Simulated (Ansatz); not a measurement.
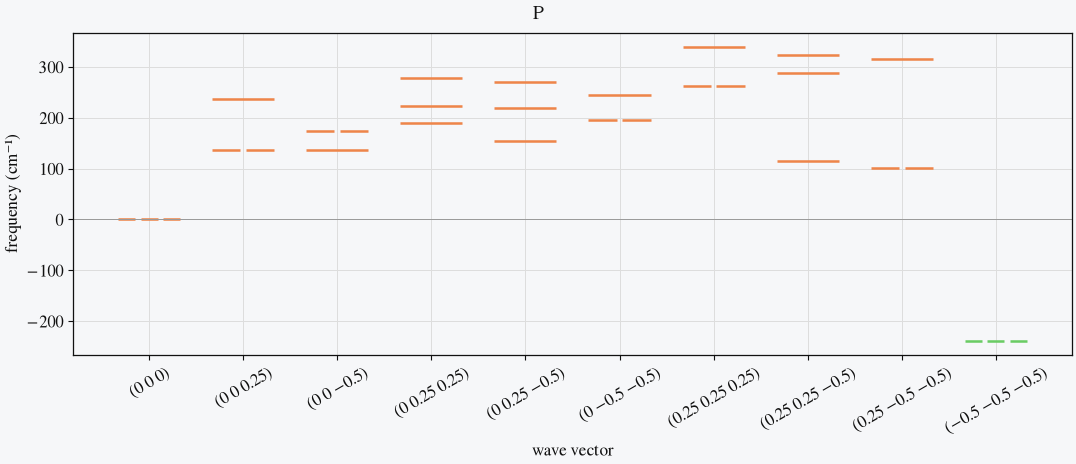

Caption: Phonon frequencies at several wave vectors (in fractions of the reciprocal vectors of the given cell) for P, space group Pm-3m (No. 221). Imaginary frequencies are drawn as negative.

Three modes are imaginary at (−0.5 −0.5 −0.5), the softest at 238.2i cm⁻¹, so the structure is dynamically unstable. The highest mode among the wave vectors computed lies at 338.6 cm⁻¹, at (0.25 0.25 0.25).

Computed with Ansatz 0.2.0: harmonic phonon frequencies at the irreducible points of a q mesh with atoms at rest in the given cell, q in fractions of the reciprocal cell vectors, no long-range term at q = 0, imaginary frequencies are negative, the first points where there are many; plane waves with PAW datasets. Level: PBE, no spin polarisation.

- wave cutoff: 420 eV
- k mesh: 24×24×24
- occupations: Fermi–Dirac
- smearing width: 0.15 eV
- pressure: 0 GPa
- phonon method: linear response
- q mesh: 4×4×4

Structure:
```yaml
crystal:
  lattice:
    - [2.44721, 0.00000, 0.00000]
    - [0.00000, 2.44721, 0.00000]
    - [0.00000, 0.00000, 2.44721]
  atoms:
    - { symbol: P, position: [0.00000, 0.00000, 0.00000] }
```

Keep in mind: levels loosely converged; metal sensitive to the k mesh; vibrations at or below zero.

Input of the run:
```
crystal:
  lattice:
    - [2.4472074278, 0.0, 0.0]
    - [0.0, 2.4472074278, 0.0]
    - [0.0, 0.0, 2.4472074278]
  atoms:
    - { symbol: P, position: [0.0, 0.0, 0.0] }
basis:
  ecutwfc: 420
kpoints:
  mp_grid: { grid: [24, 24, 24] }
hamiltonian:
  xc: pbe
scf:
  occupations: { method: fermi_dirac, width: 0.15 }
output:
  eigenvalues: true
phonons:
  method: dfpt
  eigenvectors: true
  qmesh: [4, 4, 4]
  temperatures: { t_max: 1000, t_step: 100 }
  qpath:
    path:
      - [[0.0, 0.0, 0.0], [0.0, 0.5, 0.0], [0.5, 0.5, 0.0], [0.0, 0.0, 0.0], [0.5, 0.5, 0.5], [0.0, 0.5, 0.0]]
      - [[0.5, 0.5, 0.5], [0.5, 0.5, 0.0]]
    npoints: 8
```

Command:
```bash
ansatz run input.yaml --threads 1 --pin off --max-ram 2560MiB --backend cpu --events-out ev --progress --plain --runs-dir out
```
